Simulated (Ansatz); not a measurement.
**Geometry relaxation, with input and output: TaN (part 2 of 2)**

TaN (Fm-3m, 2 atoms in the cell); DFT PBEsol, scalar-relativistic, plane waves, PAW, no spin polarisation (Ansatz 0.2.0); cutoff 420 eV, 16×16×16 k-mesh, Gaussian smearing of 0.1 eV. The structure derives from an entry of the Crystallography Open Database.

Geometry of the input (Å; fractional positions):
```
0.0000  2.1790  2.1790
2.1790  0.0000  2.1790
2.1790  2.1790  0.0000
Ta 0.5000  0.5000  0.5000
N  0.0000  0.0000  0.0000
```

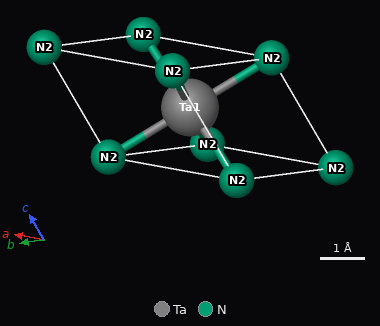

Figure 1. The geometry at step 3 of the log (ball-and-stick view of the cell of the calculation, seen at an oblique angle; atoms are numbered from 1 in the order of the input).

```
basis re-selected at this cell: Δ(F+E_penalty+E_count) = -8.783e-4 eV, ΔP = +0.067 GPa vs the last step (what re-selecting the basis moved, of the pressure what is left beyond the Pulay correction that the steps carried, after the strain that the cell walked since its last selection, with what the two solves' SCF thresholds leave and, on support functions, any second-order correction that the steps lacked; it is no measure of the basis error at this ecutwfc). This SCF's stress stands 3.37e-2 GPa from its target on what of the cell is left free (relax.cell.stress_tol is 5.00e-2 GPa) and its largest allowed force component is 3.16e-29 eV/Å (relax.f_tol is 5.00e-3 eV/Å): within both
SCF converged after 8 iterations
Free energy (F): -10187.058456 eV
Harris-Foulkes:  -10187.058456 eV  (|F-HF|=1.82e-12)
Internal energy: -10187.052835 eV  (E = F + TS)
E sigma→0 (E₀):  -10187.055645 eV
Entropy (-TS):   -0.005621 eV (-2.811 meV/atom)
Fermi energy:    21.876856 eV
--- Per-component energies (eV) ---
  E_band       = -40.866275
  E_kinetic    = 501.630251
  E_local      = -574.545222  (includes V_loc(G=0)·N_el)
  E_nonlocal   = 62.964267
  E_hartree    = 193.318407
  E_xc         = -278.427160
  E_vxc        = -282.382606  (∫ρ·V_xc dr)
  E_paw        = -8395.601560  (= ΣΔE_a)
  E_vpaw       = -135.170018  (= ΣTr[D̂ρ^β])
  E_aug_tail   = 0.000239  (compensation charges beyond the density's cutoff)
  E_ewald      = -1696.633802
  E_core_change = 0.241745  (= ΣΔE_core)
  E_smearing   = -0.005621  (= −TS)
  E_closure    = -0.000000  (closes the sum)
  Σ components = -10187.058456   (vs F -10187.058456, Δ=0.00e0)
--- Forces (eV/Å), atoms counted from 1 ---
  atom   1  Ta    -0.00000000     0.00000000    -0.00000000
  atom   2  N      0.00000000    -0.00000000     0.00000000
  max |Σ_I F_I| component: 4.63e-29 eV/Å
--- Stress (GPa, compression-positive) ---
        0.033686      -0.000000      -0.000000
       -0.000000       0.033686      -0.000000
       -0.000000      -0.000000       0.033686
  P = ⅓ Tr σ = 0.0337 GPa (0.337 kbar)
--- Band table (eV; the first three rows and the last of 145) ---
  k-point 0: bands = ["-47.4923", "-13.7372", "-13.7372", "-13.7372", "2.9752", "18.0467", "18.0467", "18.0467", "19.7245", "19.7245", "19.7245", "21.9325", "21.9325", "23.5397", "31.0245", "46.2821", "46.2821"]
  k-point 1: bands = ["-47.4900", "-13.7749", "-13.7405", "-13.7405", "3.0733", "17.5247", "17.6935", "17.6935", "19.8871", "19.8871", "19.9617", "22.3362", "22.3362", "23.8298", "31.3234", "44.7001", "45.5038"]
  k-point 2: bands = ["-47.4834", "-13.8811", "-13.7500", "-13.7500", "3.3568", "16.4729", "16.9674", "16.9674", "20.2634", "20.2634", "20.3096", "23.3142", "23.3142", "24.5711", "32.1537", "42.4245", "43.8226"]
  k-point 144: bands = ["-47.4106", "-14.2812", "-14.2812", "-14.0686", "4.9358", "14.3321", "15.0416", "15.0416", "21.6973", "21.6973", "25.5657", "26.1024", "26.5107", "31.9861", "33.9282", "33.9282", "37.2368"]
--- Relaxed structure (3 steps of the walk, 3 accepted, 1 SCFs on fresh bases) ---
  F+E_penalty+E_count = -10187.05845575 eV   max|allowed force component| = 3.155e-29 eV/Å   (the final SCF, on the basis selected at the relaxed cell)
  cell:  # Å, volume = 20.9450 Å³
    - [-1.7133188460611425e-33, 2.187844701399362, 2.187844701399362]
    - [2.187844701399362, -5.2227563337179825e-34, 2.187844701399362]
    - [2.187844701399362, 2.187844701399362, 3.120915370148549e-34]
  atoms:
    - { symbol: Ta, position: [0.5000000000000001, 0.5000000000000001, 0.5000000000000001] }
    - { symbol: N, position: [4.3157204253911235e-37, -8.056011460593398e-37, -4.603435120419083e-37] }
```

Trajectory as extended XYZ (Å, eV, eV/Å), 4 frames, from step=1 to step=4
```
2
Lattice="0.0000 2.1790 2.1790 2.1790 0.0000 2.1790 2.1790 2.1790 0.0000" Properties=species:S:1:pos:R:3:forces:R:3 step=1 energy=-10187.05493 pressure_GPa=4.49
Ta    2.1790    2.1790    2.1790    0.0000   0.0000   0.0000
N     0.0000    0.0000    0.0000    0.0000   0.0000   0.0000
2
Lattice="0.0000 2.1912 2.1912 2.1912 0.0000 2.1912 2.1912 2.1912 0.0000" Properties=species:S:1:pos:R:3:forces:R:3 step=2 energy=-10187.05676 pressure_GPa=-1.67
Ta    2.1912    2.1912    2.1912    0.0000   0.0000   0.0000
N     0.0000    0.0000    0.0000    0.0000   0.0000   0.0000
2
Lattice="0.0000 2.1878 2.1878 2.1878 0.0000 2.1878 2.1878 2.1878 0.0000" Properties=species:S:1:pos:R:3:forces:R:3 step=3 energy=-10187.05758 pressure_GPa=-0.03
Ta    2.1878    2.1878    2.1878    0.0000   0.0000   0.0000
N     0.0000    0.0000    0.0000    0.0000   0.0000   0.0000
2
Lattice="0.0000 2.1878 2.1878 2.1878 0.0000 2.1878 2.1878 2.1878 0.0000" Properties=species:S:1:pos:R:3:forces:R:3 step=4 energy=-10187.05846 pressure_GPa=0.03
Ta    2.1878    2.1878    2.1878    0.0000   0.0000   0.0000
N     0.0000    0.0000    0.0000    0.0000   0.0000   0.0000
```

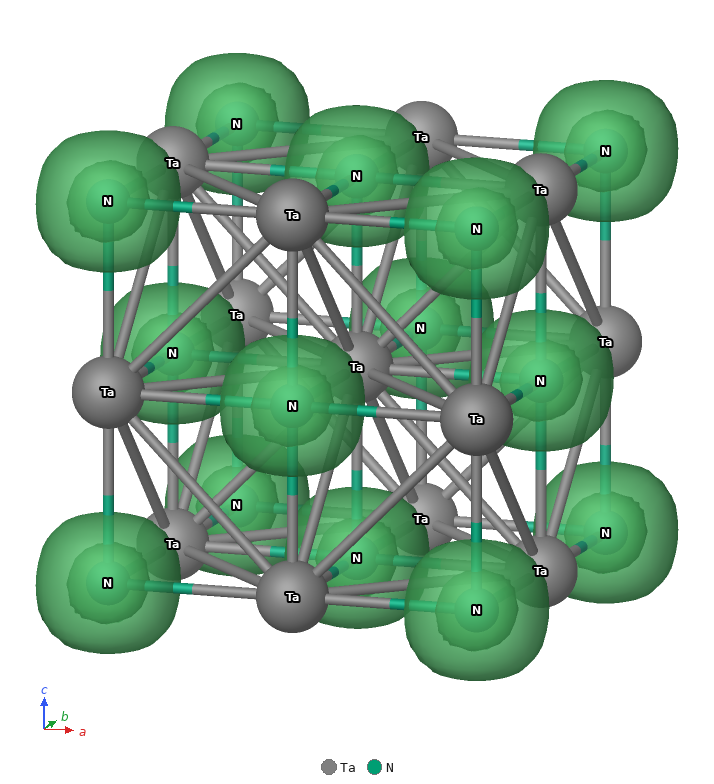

Figure 2. Isosurface of the electron localisation function at 0.7 (green), seen slightly off an axis. Core shells and regions of very low density are left out. Sticks mark near contacts. The outline is the cell set on symmetry axes. Values along the shortest contacts: Ta–N (2.19 Å): the ELF is about 0.15 at the midpoint; a polar contact without a shared pair, in a metal. Ta–Ta (3.09 Å): the ELF is about 0.20 at the midpoint (no shared electron pair). In a PAW calculation such maps are meaningful between the atoms, not at the nuclei.

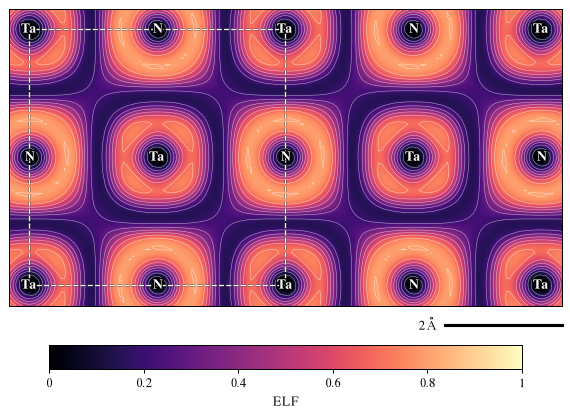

Figure 3. ELF on the (100) plane of the conventional cell. Ta–N (2.19 Å): the ELF is about 0.15 at the midpoint; no shared pair; the contact is polar. Ta–Ta (3.09 Å): the ELF is about 0.20 at the midpoint; no shared electron pair. The strong features right at Ta lie inside the PAW spheres (semicore, d or f shells) and say nothing about bonding.

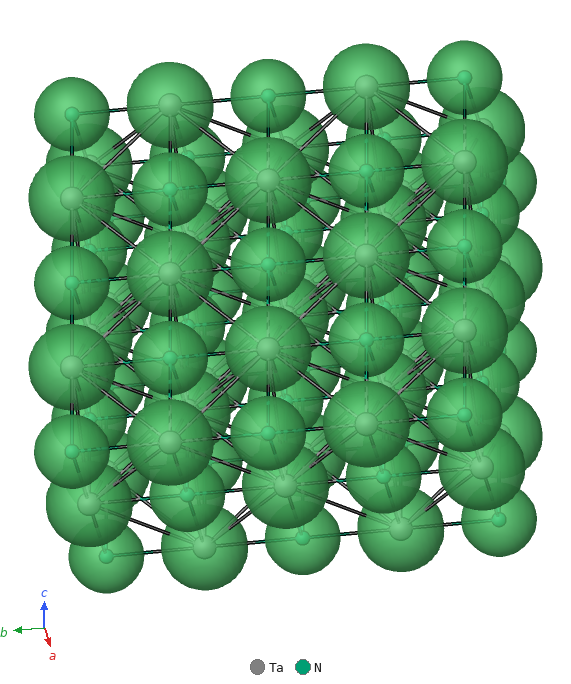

Figure 4. Isosurface of the valence charge density (pseudo) at 0.8 e/Å³ (green), seen at an oblique angle. Sticks mark near contacts. The outline is the cell set on symmetry axes. At this value the density breaks into separate islands; it holds about 70 % of the electrons treated as valence (semicore included). It is pinched off along the Ta–N (2.19 Å) and Ta–Ta (3.09 Å) contacts. On the grid the lowest density along these lines, outside the cores, is 0.55 e/Å³ (Ta–N, 2.19 Å) and 0.24 e/Å³ (Ta–Ta, 3.09 Å).

Key numbers

```tsv
quantity	value
outcome	converged
space group (tolerance 0.01 Å)	Fm-3m (225)
electrons treated	18
free energy	−10187.0585 eV
Fermi energy	21.877 eV
gap on the k-point mesh	none (metallic)
pressure	0.03 GPa
final volume	20.94 Å³
largest force (length of the vector) at the end	under 0.001 eV/Å
final cell	a = 3.094 Å, b = 3.094 Å, c = 3.094 Å, α = 60.00°, β = 60.00°, γ = 60.00°
hardware	1 thread of Intel Xeon Gold (Sapphire Rapids), 64 GiB of memory available, shared host
wall time	7.2 s
peak memory	0.46 GiB
```

Notes

Spin–orbit coupling is left out, which matters for Ta.
